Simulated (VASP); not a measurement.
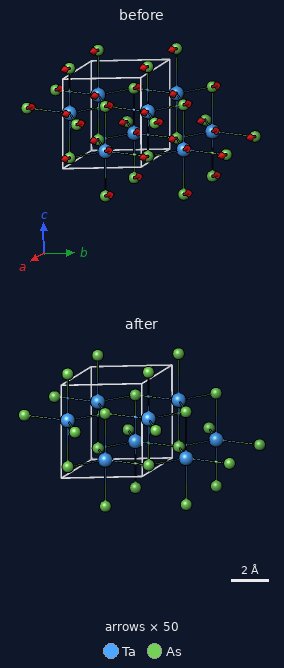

The structure of crystalline TaAs (a generated structure, set up in P-1) before (top) and after (bottom) a relaxation, at one scale. The red arrows give the displacements (the part carried along by the change of the cell is left out), 50 times their true length.

Style: ball-and-stick. Shown: the cell of the calculation, repeated 2 × 2 × 1 with one cell outlined, slightly off an axis.

The run lets cell and atoms move, from this start: cell strained at random at fixed volume.

The calculation used Kohn-Sham DFT of a periodic cell, PBE, spin-orbit coupling, VASP PAW PBE potentials, recommended (VASP 6.6.1).

The input:
```
PREC     = Accurate       # precision mode
ENCUT    = 600            # plane-wave cutoff, eV
EDIFF    = 1E-6           # SCF threshold, eV
ISMEAR   = -5             # smearing method
SIGMA    = 0.05           # smearing width, eV
LREAL    = F              # projectors in reciprocal space
LASPH    = T              # aspherical terms in the spheres
NELM     = 60             # most SCF steps
ALGO     = Normal         # electronic algorithm
ISIF     = 3              # what is computed and relaxed
LWAVE    = F              # write WAVECAR
LCHARG   = F              # write CHGCAR
MAGMOM   = 0 0 0 0 0 0 0 0 0 0 0 0 # initial moments
LORBIT   = 11             # projections on sites
LSORBIT  = T              # spin-orbit coupling
GGA_COMPAT= F            
LMAXMIX  = 4              # l up to which the mixer works
GGA      = PE             # functional
IBRION   = 2              # ionic algorithm
NSW      = 60             # ionic steps
EDIFFG   = -0.01          # ionic threshold
NELECT   = 32.02        
ISYM     = -1
```

Command:
```bash
cat potpaw_PBE.64/Ta_pv/POTCAR potpaw_PBE.64/As/POTCAR > POTCAR
mpirun -np 1 vasp_ncl > vasp.out
```

> Describe what moved and what it gained.

The run was cut off at its time limit before the relaxation converged, so the last structure is only a point on the way. The largest moves relative to the cell, 0.015 Å, are those of As atoms. Largest moves by element: As 0.015 Å, Ta 0.014 Å. Cell: a 4.374 → 4.507 Å (+3.1 %), b 4.363 → 4.505 Å (+3.2 %), c 5.102 → 5.289 Å (+3.7 %), α 90.9° → 91.1°, γ 119.1° → 119.9°. Volume +9.5 %. Some distances before and after: As–Ta 2.511 → 2.629 Å, As–Ta 2.551 → 2.645 Å, As–Ta 2.542 → 2.594 Å. The space group stays P-1 (No. 2). Over 1 geometry step the energy rises by 53.0 meV per cell of the calculation. Largest force component: 0.28 eV/Å at the start, 0.27 eV/Å at the end. Pressure: 4.80 GPa at the start and −5.95 GPa at the end.
